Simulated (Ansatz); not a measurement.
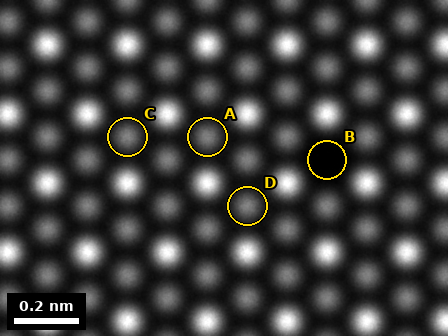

HAADF-like image of Co (P6_3/mmc, No. 194) along [001]. Simulation: incoherent imaging, intensity Z^1.7 per atom, probe width 0.74 Å, thin sample. Shot noise was added.

The sample is 1 repeat (8.1 Å) thick. One point defect was put into the perfect crystal, without relaxing the atoms around it. Brightness is counted from the darkest point of the image. Host structure: the geometry given to an electronic-structure calculation, possibly off equilibrium; the starting structure was generated, so it need not be a known form of this composition.

Which ringed column holds the defect, and does it scatter more or less than its equals?

B; it scatters less. The column holds 1 atom (Co) through the sample, and one Co atom is missing, so its peak vanishes.
